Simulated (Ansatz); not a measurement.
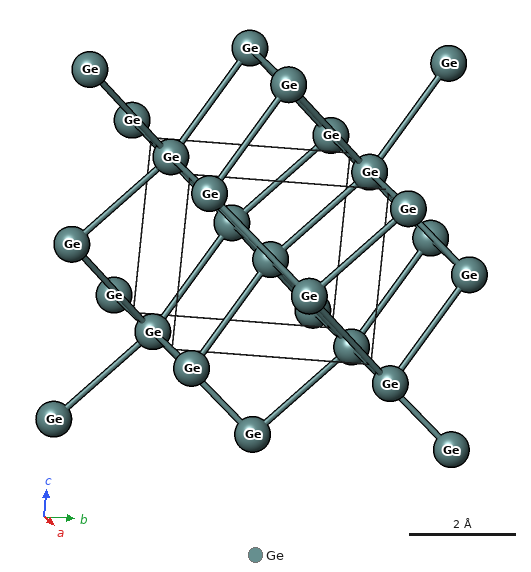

A crystal of Ge (set up in P-1), before the relaxation. A ball-and-stick model of the cell of the calculation, reduced to other axes, seen slightly off an axis. Lengths and directions refer to the drawn axes.

Case: all atoms moved at random, sigma 0.02 Å for each component, cell strained at random, sigma 0.03; relaxed back.

These are results of Ansatz, DFT PBEsol, scalar-relativistic, plane waves, PAW, not measurements.

Input file:
```yaml
crystal:
  lattice:
    - [-2.4153674042, 2.5954814621, 1.3602802751]
    - [2.4846453834, -2.6102905519, 1.514588324]
    - [2.5515893559, 2.7465125037, -1.3874564127]
  atoms:
    - { symbol: Ge, position: [0.2501446995, 0.7515809073, 0.4954399504] }
    - { symbol: Ge, position: [0.4998553005, 0.4984190927, 0.0045600496] }
basis:
  ecutwfc: 420
kpoints:
  mp_grid: { grid: [14, 14, 14] }
hamiltonian:
  xc: pbesol
scf:
  occupations: { method: gaussian, width: 0.15 }
output:
  forces: true
  stress: true
  eigenvalues: true
relax:
  adjacent_minimum: "off"
  f_tol: 0.01
  max_steps: 80
  cell: { stress_tol: 0.1 }
```

Launched with:
```bash
ansatz run input.yaml --threads 2 --pin off --max-ram 5120MiB --backend cpu --events-out ev --progress --plain --runs-dir out
```

Where does the relaxation end?

After 4 accepted moves (6 points after the start) the energy has fallen by 43.4 meV per atom. Largest force component: 0.23 eV/Å at the start, 0.0006 eV/Å at the end. Pressure: −2.91 GPa at the start and 0.00 GPa at the end. The line search rejected the trial step at point 3 of the run. The SCF was repeated once at an unchanged geometry on a basis and grid sized afresh for the cell, which shifted the energy by 0.2 meV per atom at most. The largest moves relative to the cell, 0.020 Å, are those of Ge1 and Ge2. Ge1 goes along [−1 1 −3]. Cell: a 2.876 → 2.840 Å (−1.2 %), b 3.797 → 3.866 Å (+1.8 %), c 3.997 → 3.866 Å (−3.3 %), α 86.5° → 82.3°, β 70.4° → 68.5°, γ 70.2° → 68.5°. Volume −4.9 %. Some distances before and after: Ge1–Ge2 2.810 → 2.639 Å, Ge1–Ge2 (another image) 2.733 → 2.639 Å, Ge1–Ge2 (another image) 2.565 → 2.640 Å, Ge1–Ge1 2.876 → 2.840 Å. Among the angles between lasting bonds that change: Ge2–Ge1–Ge2 97.8° → 94.2°, Ge2–Ge1–Ge2 91.1° → 94.1°, Ge1–Ge1–Ge2 103.0° → 105.6°. The space group (tolerance 0.01 Å) goes from P-1 (No. 2) to I4_1/amd (No. 141). The run took 3.4 min on 2 threads of Arm Neoverse V1, on a shared host, peak memory 1.1 GiB.

After the run, drawn alike:

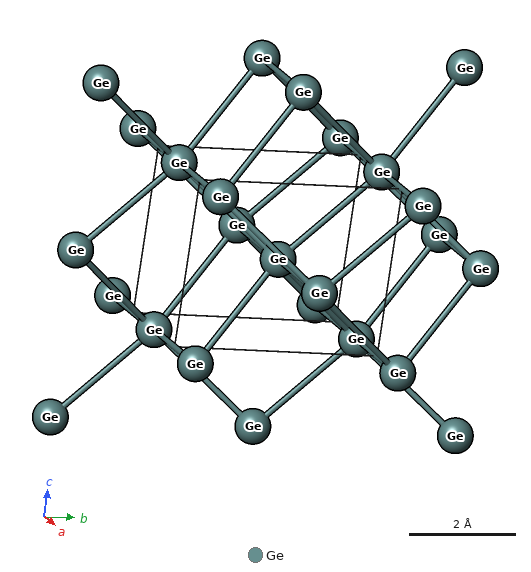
